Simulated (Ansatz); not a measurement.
Field-gradient calculation of Al26N27 (charge −1) (part 3 of 3)

The same run, continued: Al26N27 (defect cell, 53 atoms in the cell, total charge −1); DFT, PBE, plane waves, PAW, spin-polarised (Ansatz 0.2.0); cutoff 420 eV, 3×3×3 k-mesh, Fermi–Dirac smearing of 0.01 eV, collinear spins. The structure derives from an entry of the Crystallography Open Database.

**Output, continued**
```
  k-point 1 ↑: bands = ["-6.1137", "-5.3176", "-4.4398", "-4.4301", "-4.4301", "-4.1165", "-4.1165", "-3.7966", "-3.4945", "-3.4945", "-3.3215", "-3.0773", "-2.7049", "-2.7049", "-2.5804", "-2.5784", "-2.5784", "-2.1673", "-2.0990", "-2.0346", "-2.0346", "-1.9691", "-1.4545", "-1.4545", "-1.4114", "-1.3070", "-1.3070", "3.4484", "4.4996", "4.5150", "4.5150", "4.5955", "4.5955", "4.6001", "4.7195", "4.7195", "4.8120", "4.8283", "4.8283", "4.9591", "5.1221", "5.1221", "5.2296", "5.4609", "5.4609", "5.6332", "6.2630", "6.2630", "6.2941", "6.5566", "6.5566", "6.5816", "6.6065", "6.6125", "6.6125", "6.9987", "6.9987", "7.0742", "7.0742", "7.2331", "7.5784", "7.6583", "7.6583", "7.7924", "8.4338", "8.4338", "8.5474", "8.8108", "9.0625", "9.1147", "9.1698", "9.1698", "9.2330", "9.2330", "9.2682", "9.2682", "9.4610", "9.4814", "9.4887", "9.4887", "9.7117", "9.7635", "9.7635", "9.9243", "9.9868", "9.9876", "9.9876", "10.0733", "10.0733", "10.4572", "10.4945", "10.5585", "10.5674", "10.5674", "10.6043", "10.6043", "10.7637", "10.7637", "10.8645", "10.8646", "11.0741", "11.1739", "11.2190", "11.2190", "11.8480", "11.8480", "12.0682", "12.0682", "17.9445", "18.0338", "18.0338", "18.3520", "18.3520", "18.5694", "18.7283", "19.0575", "19.0575", "19.1122", "19.3358", "19.4200", "19.4473", "19.4473", "19.7844", "19.7845", "19.8159", "19.8952", "19.8952", "20.0946", "20.1665", "20.1665", "20.1947", "20.2043", "20.3312", "20.3786", "20.3786", "20.6423", "20.6423", "20.7731", "20.8315", "20.8315", "21.1038", "21.2686", "21.2686", "21.7247", "22.4027", "22.4027", "22.5232", "22.5678", "22.5678", "22.6455", "22.8136", "22.8136", "22.9196", "23.0177", "23.0629", "23.0629", "23.4375", "23.4430", "23.4431", "23.5470", "23.5470", "23.6015"]
  k-point 2 ↑: bands = ["-6.0261", "-5.0860", "-4.8723", "-4.7699", "-4.7699", "-4.2599", "-3.3791", "-3.3791", "-3.2796", "-3.2753", "-3.2685", "-3.0013", "-3.0013", "-2.6631", "-2.6631", "-2.6123", "-2.5404", "-2.4609", "-2.3623", "-2.0886", "-2.0886", "-1.8148", "-1.6164", "-1.3947", "-1.3947", "-1.2499", "-1.1331", "3.8928", "3.9167", "4.0116", "4.0116", "4.1726", "4.2075", "4.2075", "4.5141", "4.5982", "4.7937", "4.9866", "5.0096", "5.0096", "5.3664", "5.5175", "5.5175", "5.5798", "5.9572", "6.0068", "6.0068", "6.1518", "6.4460", "6.4460", "6.5472", "6.7398", "6.7822", "6.8088", "7.1143", "7.1143", "7.2068", "7.4754", "7.5170", "7.5170", "7.8132", "7.8132", "7.8398", "8.4305", "8.4305", "8.4427", "8.4973", "8.5390", "8.5644", "8.7569", "8.9753", "8.9753", "9.0112", "9.0651", "9.0651", "9.4416", "9.4520", "9.4520", "9.4978", "9.7930", "9.8292", "9.8292", "9.8648", "9.9056", "9.9056", "9.9122", "9.9869", "9.9982", "9.9982", "10.0870", "10.1237", "10.3525", "10.3558", "10.3558", "10.4172", "10.5140", "10.5140", "10.5664", "10.7660", "10.7661", "11.1614", "11.2974", "11.3186", "11.3186", "11.4254", "11.8418", "11.8419", "12.0460", "17.3190", "17.6370", "19.0958", "19.0958", "19.1905", "19.2220", "19.3792", "19.3792", "19.3885", "19.4280", "19.4991", "19.5124", "19.6630", "19.6819", "19.6819", "19.6947", "19.8933", "19.9930", "19.9930", "20.0958", "20.0958", "20.1797", "20.1910", "20.2421", "20.5750", "20.5750", "20.6121", "20.6619", "21.0680", "21.1131", "21.1806", "21.1863", "21.1863", "21.2363", "21.4147", "21.4147", "21.8979", "22.2693", "22.3764", "22.4338", "22.4338", "22.4565", "22.5024", "22.6011", "22.6011", "22.7121", "22.7202", "22.7202", "22.7845", "22.8044", "22.8543", "22.9161", "22.9161", "23.3178"]
  k-point 7 ↓: bands = ["-5.6933", "-5.4412", "-5.2629", "-4.6426", "-4.4638", "-3.6978", "-3.6966", "-3.5583", "-3.3423", "-3.3024", "-3.0069", "-2.8860", "-2.7125", "-2.6821", "-2.6036", "-2.4795", "-2.3711", "-2.3685", "-2.3683", "-2.0965", "-1.9824", "-1.5007", "-1.4413", "-1.2707", "-1.2646", "-1.0752", "-0.9041", "3.3741", "3.5031", "3.8949", "4.0333", "4.2168", "4.3643", "4.4128", "4.6263", "4.7327", "4.8724", "4.9972", "5.0242", "5.1582", "5.2220", "5.2351", "5.6958", "5.7135", "5.7245", "5.7798", "5.8321", "6.2827", "6.3795", "6.5406", "6.5572", "7.2679", "7.3205", "7.5507", "7.6793", "7.7615", "7.8287", "7.9593", "8.0446", "8.0485", "8.1346", "8.1813", "8.3192", "8.3751", "8.4133", "8.4681", "8.5182", "8.5374", "8.6003", "8.6926", "8.7610", "8.8022", "8.9264", "8.9468", "9.0783", "9.0902", "9.1132", "9.2378", "9.3120", "9.3558", "9.6361", "9.6627", "9.7054", "9.7767", "9.7947", "9.7974", "9.9661", "10.1505", "10.1641", "10.1760", "10.2320", "10.3091", "10.3925", "10.4479", "10.4574", "10.5057", "10.7104", "10.7685", "10.8003", "11.0524", "11.1335", "11.1758", "11.4090", "11.4191", "11.6618", "12.0384", "12.0950", "12.4142", "17.5521", "18.5320", "18.8051", "18.8252", "18.8758", "18.9199", "19.1949", "19.4373", "19.5662", "19.6749", "19.7430", "19.7861", "19.7973", "20.0236", "20.2961", "20.3918", "20.4531", "20.5790", "20.6424", "20.6715", "20.6816", "20.6975", "20.7907", "20.8606", "20.9525", "20.9831", "21.0564", "21.1447", "21.1933", "21.4341", "21.4646", "21.4749", "21.4888", "21.5866", "21.5875", "21.6551", "21.6741", "21.7531", "21.7805", "21.8319", "21.8796", "21.9316", "21.9959", "22.1286", "22.3542", "22.3750", "22.4098", "22.4505", "22.5348", "22.5373", "22.6677", "22.7301", "22.9336", "23.0292"]
--- Löwdin populations: 53 sites ---
  site symbol       q [e]    m [muB]
     0     Al      1.8924    -0.0078
     1     Al      1.8924    -0.0078
     2     Al      1.8924    -0.0078
     3     Al      1.8912    -0.0028
     4     Al      1.8924    -0.0078
     5     Al      1.8924    -0.0078
     6     Al      1.8924    -0.0078
     7     Al      1.8912    -0.0028
     8     Al      1.8924    -0.0078
     9     Al      1.8912    -0.0028
    10     Al      1.8924    -0.0078
    11     Al      1.8912    -0.0028
    12     Al      1.8912    -0.0028
    13     Al      1.9090     0.0019
    14     Al      1.8924    -0.0078
    15     Al      1.9090     0.0019
    16     Al      1.9090     0.0019
    17     Al      1.8924    -0.0078
    18     Al      1.8924    -0.0078
    19     Al      1.8912    -0.0028
    20     Al      1.8924    -0.0078
    21     Al      1.9090     0.0019
    22     Al      1.9090     0.0019
    23     Al      1.8912    -0.0028
    24     Al      1.9090     0.0019
    25     Al      1.8912    -0.0028
    26      N      6.0477     0.0177
    27      N      6.0477     0.0177
    28      N      5.9296     0.2521
    29      N      6.0477     0.0177
    30      N      6.0415     0.0365
    31      N      6.0415     0.0365
    32      N      5.9296     0.2521
    33      N      6.0415     0.0365
    34      N      5.9296     0.2521
    35      N      6.0477     0.0177
    36      N      6.0415     0.0365
    37      N      6.0415     0.0365
    38      N      6.0415     0.0365
    39      N      6.0540    -0.0004
    40      N      6.0415     0.0365
    41      N      6.0415     0.0365
    42      N      6.0415     0.0365
    43      N      6.0477     0.0177
    44      N      5.9296     0.2521
    45      N      6.0415     0.0365
    46      N      5.9296     0.2520
    47      N      6.0415     0.0365
    48      N      6.0415     0.0365
    49      N      6.0477     0.0177
    50      N      5.9296     0.2520
    51      N      6.0477     0.0177
    52      N      6.0477     0.0177
  spilling = 0.010260 (of n_electrons = 214.000000)
```

**File populations.tsv**
```
# site	symbol	l	j	q_up	q_dn
# orbitals = lowdin
# n_electrons = 214.000000
# spilling = 0.010260
0	Al	0_3S	-	0.230043	0.231963
0	Al	1_3P	-	0.712236	0.718147
1	Al	0_3S	-	0.230043	0.231963
1	Al	1_3P	-	0.712236	0.718147
2	Al	0_3S	-	0.230043	0.231963
2	Al	1_3P	-	0.712236	0.718147
3	Al	0_3S	-	0.229373	0.230327
3	Al	1_3P	-	0.714851	0.716694
4	Al	0_3S	-	0.230043	0.231963
4	Al	1_3P	-	0.712235	0.718147
5	Al	0_3S	-	0.230043	0.231963
5	Al	1_3P	-	0.712236	0.718147
6	Al	0_3S	-	0.230043	0.231963
6	Al	1_3P	-	0.712235	0.718147
7	Al	0_3S	-	0.229373	0.230327
7	Al	1_3P	-	0.714851	0.716694
8	Al	0_3S	-	0.230043	0.231963
8	Al	1_3P	-	0.712236	0.718147
9	Al	0_3S	-	0.229373	0.230327
9	Al	1_3P	-	0.714851	0.716695
10	Al	0_3S	-	0.230043	0.231963
10	Al	1_3P	-	0.712236	0.718147
11	Al	0_3S	-	0.229373	0.230327
11	Al	1_3P	-	0.714851	0.716695
12	Al	0_3S	-	0.229373	0.230327
12	Al	1_3P	-	0.714851	0.716694
13	Al	0_3S	-	0.232853	0.234391
13	Al	1_3P	-	0.722636	0.719156
14	Al	0_3S	-	0.230043	0.231963
14	Al	1_3P	-	0.712236	0.718147
15	Al	0_3S	-	0.232853	0.234391
15	Al	1_3P	-	0.722636	0.719156
16	Al	0_3S	-	0.232853	0.234391
16	Al	1_3P	-	0.722636	0.719156
17	Al	0_3S	-	0.230043	0.231963
17	Al	1_3P	-	0.712236	0.718147
18	Al	0_3S	-	0.230043	0.231963
18	Al	1_3P	-	0.712236	0.718147
19	Al	0_3S	-	0.229373	0.230327
19	Al	1_3P	-	0.714851	0.716695
20	Al	0_3S	-	0.230043	0.231963
20	Al	1_3P	-	0.712236	0.718147
21	Al	0_3S	-	0.232853	0.234391
21	Al	1_3P	-	0.722636	0.719156
22	Al	0_3S	-	0.232853	0.234391
22	Al	1_3P	-	0.722636	0.719156
23	Al	0_3S	-	0.229373	0.230327
23	Al	1_3P	-	0.714851	0.716695
24	Al	0_3S	-	0.232853	0.234391
24	Al	1_3P	-	0.722636	0.719156
25	Al	0_3S	-	0.229373	0.230327
25	Al	1_3P	-	0.714851	0.716694
26	N	0_2S	-	0.691863	0.692086
26	N	1_2P	-	2.340795	2.322918
27	N	0_2S	-	0.691863	0.692086
27	N	1_2P	-	2.340795	2.322918
28	N	0_2S	-	0.715562	0.706962
28	N	1_2P	-	2.375281	2.131828
29	N	0_2S	-	0.691863	0.692086
29	N	1_2P	-	2.340795	2.322918
30	N	0_2S	-	0.693029	0.692492
30	N	1_2P	-	2.345991	2.310018
31	N	0_2S	-	0.693029	0.692492
31	N	1_2P	-	2.345990	2.310016
32	N	0_2S	-	0.715562	0.706962
32	N	1_2P	-	2.375281	2.131828
33	N	0_2S	-	0.693029	0.692492
33	N	1_2P	-	2.345990	2.310016
34	N	0_2S	-	0.715561	0.706962
34	N	1_2P	-	2.375280	2.131823
35	N	0_2S	-	0.691863	0.692086
35	N	1_2P	-	2.340795	2.322918
36	N	0_2S	-	0.693029	0.692492
36	N	1_2P	-	2.345990	2.310016
37	N	0_2S	-	0.693029	0.692492
37	N	1_2P	-	2.345989	2.310015
38	N	0_2S	-	0.693029	0.692492
38	N	1_2P	-	2.345990	2.310016
39	N	0_2S	-	0.690629	0.691044
39	N	1_2P	-	2.336175	2.336176
40	N	0_2S	-	0.693029	0.692492
40	N	1_2P	-	2.345990	2.310016
41	N	0_2S	-	0.693029	0.692492
41	N	1_2P	-	2.345989	2.310015
42	N	0_2S	-	0.693029	0.692492
42	N	1_2P	-	2.345990	2.310016
43	N	0_2S	-	0.691863	0.692086
43	N	1_2P	-	2.340795	2.322918
44	N	0_2S	-	0.715561	0.706962
44	N	1_2P	-	2.375280	2.131823
45	N	0_2S	-	0.693029	0.692492
45	N	1_2P	-	2.345990	2.310016
46	N	0_2S	-	0.715561	0.706962
46	N	1_2P	-	2.375281	2.131832
47	N	0_2S	-	0.693029	0.692492
47	N	1_2P	-	2.345990	2.310016
48	N	0_2S	-	0.693030	0.692492
48	N	1_2P	-	2.345992	2.310018
49	N	0_2S	-	0.691863	0.692086
49	N	1_2P	-	2.340795	2.322918
50	N	0_2S	-	0.715561	0.706962
50	N	1_2P	-	2.375281	2.131832
51	N	0_2S	-	0.691863	0.692086
51	N	1_2P	-	2.340795	2.322918
52	N	0_2S	-	0.691863	0.692086
52	N	1_2P	-	2.340795	2.322918
```

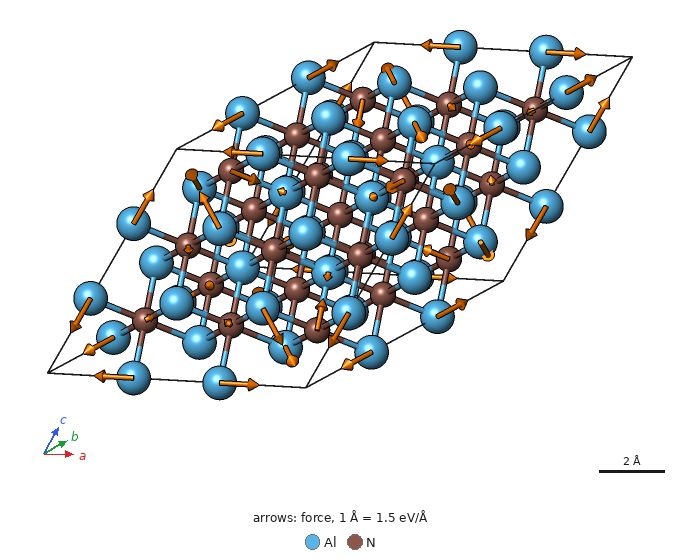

Fig. 1: Forces on the atoms as orange arrows (ball-and-stick view of the cell of the calculation, seen at an oblique angle); the smallest are left out. The largest act on Al1, Al2, Al3, Al5, Al6, Al7 and 6 more (1.99 eV/Å); N29, N33, N35, N45, N47, N51 (1.66 eV/Å). Atoms are counted from 1 in the order of the input and aren't labelled in the picture. The geometry is not a stationary point of this energy.

This output came from the following input.

**The input**
```yaml
crystal:
  lattice:
    - [0.0, 5.907, 5.907]
    - [5.907, 0.0, 5.907]
    - [5.907, 5.907, 0.0]
  atoms:
    - { symbol: Al, position: [0.0, 0.0, 0.3333333333] }
    - { symbol: Al, position: [0.0, 0.0, 0.6666666667] }
    - { symbol: Al, position: [0.0, 0.3333333333, 0.0] }
    - { symbol: Al, position: [0.0, 0.3333333333, 0.3333333333] }
    - { symbol: Al, position: [0.0, 0.3333333333, 0.6666666667] }
    - { symbol: Al, position: [0.0, 0.6666666667, 0.0] }
    - { symbol: Al, position: [0.0, 0.6666666667, 0.3333333333] }
    - { symbol: Al, position: [0.0, 0.6666666667, 0.6666666667] }
    - { symbol: Al, position: [0.3333333333, 0.0, 0.0] }
    - { symbol: Al, position: [0.3333333333, 0.0, 0.3333333333] }
    - { symbol: Al, position: [0.3333333333, 0.0, 0.6666666667] }
    - { symbol: Al, position: [0.3333333333, 0.3333333333, 0.0] }
    - { symbol: Al, position: [0.3333333333, 0.3333333333, 0.3333333333] }
    - { symbol: Al, position: [0.3333333333, 0.3333333333, 0.6666666667] }
    - { symbol: Al, position: [0.3333333333, 0.6666666667, 0.0] }
    - { symbol: Al, position: [0.3333333333, 0.6666666667, 0.3333333333] }
    - { symbol: Al, position: [0.3333333333, 0.6666666667, 0.6666666667] }
    - { symbol: Al, position: [0.6666666667, 0.0, 0.0] }
    - { symbol: Al, position: [0.6666666667, 0.0, 0.3333333333] }
    - { symbol: Al, position: [0.6666666667, 0.0, 0.6666666667] }
    - { symbol: Al, position: [0.6666666667, 0.3333333333, 0.0] }
    - { symbol: Al, position: [0.6666666667, 0.3333333333, 0.3333333333] }
    - { symbol: Al, position: [0.6666666667, 0.3333333333, 0.6666666667] }
    - { symbol: Al, position: [0.6666666667, 0.6666666667, 0.0] }
    - { symbol: Al, position: [0.6666666667, 0.6666666667, 0.3333333333] }
    - { symbol: Al, position: [0.6666666667, 0.6666666667, 0.6666666667] }
    - { symbol: "N", position: [0.1666666667, 0.1666666667, 0.1666666667] }
    - { symbol: "N", position: [0.1666666667, 0.1666666667, 0.5] }
    - { symbol: "N", position: [0.1666666667, 0.1666666667, 0.8333333333], spin: 0.5 }
    - { symbol: "N", position: [0.1666666667, 0.5, 0.1666666667] }
    - { symbol: "N", position: [0.1666666667, 0.5, 0.5] }
    - { symbol: "N", position: [0.1666666667, 0.5, 0.8333333333] }
    - { symbol: "N", position: [0.1666666667, 0.8333333333, 0.1666666667], spin: 0.5 }
    - { symbol: "N", position: [0.1666666667, 0.8333333333, 0.5] }
    - { symbol: "N", position: [0.1666666667, 0.8333333333, 0.8333333333], spin: 0.5 }
    - { symbol: "N", position: [0.5, 0.1666666667, 0.1666666667] }
    - { symbol: "N", position: [0.5, 0.1666666667, 0.5] }
    - { symbol: "N", position: [0.5, 0.1666666667, 0.8333333333] }
    - { symbol: "N", position: [0.5, 0.5, 0.1666666667] }
    - { symbol: "N", position: [0.5, 0.5, 0.5] }
    - { symbol: "N", position: [0.5, 0.5, 0.8333333333] }
    - { symbol: "N", position: [0.5, 0.8333333333, 0.1666666667] }
    - { symbol: "N", position: [0.5, 0.8333333333, 0.5] }
    - { symbol: "N", position: [0.5, 0.8333333333, 0.8333333333] }
    - { symbol: "N", position: [0.8333333333, 0.1666666667, 0.1666666667], spin: 0.5 }
    - { symbol: "N", position: [0.8333333333, 0.1666666667, 0.5] }
    - { symbol: "N", position: [0.8333333333, 0.1666666667, 0.8333333333], spin: -0.5 }
    - { symbol: "N", position: [0.8333333333, 0.5, 0.1666666667] }
    - { symbol: "N", position: [0.8333333333, 0.5, 0.5] }
    - { symbol: "N", position: [0.8333333333, 0.5, 0.8333333333] }
    - { symbol: "N", position: [0.8333333333, 0.8333333333, 0.1666666667], spin: -0.5 }
    - { symbol: "N", position: [0.8333333333, 0.8333333333, 0.5] }
    - { symbol: "N", position: [0.8333333333, 0.8333333333, 0.8333333333] }
magnetization:
  spin_polarized: true
total_charge: -1
kpoints:
  mp_grid: { grid: [3, 3, 3] }
scf:
  occupations: { method: fermi_dirac, width: 0.01 }
hamiltonian:
  xc: pbe
  pseudopotentials: { kind: paw }
output:
  forces: true
  stress: true
  populations: true
  efg:
    quadrupole_moments_barn: { Al: 0.1466, "N": 0.02044 }
    contact_densities: true
```

Run as:
```bash
ansatz run input.yaml --threads 1 --pin off --max-ram 3072MiB --backend cpu --events-out ev --progress --plain --runs-dir out
```

**Key numbers**

- outcome: converged
- electrons treated: 214
- free energy: −24384.3702 eV
- Fermi energy: 12.247 eV
- net moment of the cell: 2.00 μB
- integrated absolute moment: 2.11 μB
- pressure: 25.28 GPa
- field gradient V_zz (10²¹ V/m²): Al 0.45, Al 0.45, Al 0.45, Al −0.0173, Al 0.45, Al 0.45, Al 0.45, Al −0.0173 (the first 8 of 53 sites)
- largest force (length of the vector): 1.986 eV/Å
- hardware: 1 thread of Intel Xeon @ 2.90GHz (Ice Lake), 64 GiB of memory available, shared host
- wall time: 6.2 min
- peak memory: 1.4 GiB

**Remarks**

Settings chosen away from the usual ones: magnetization = {"spin_polarized": true}.
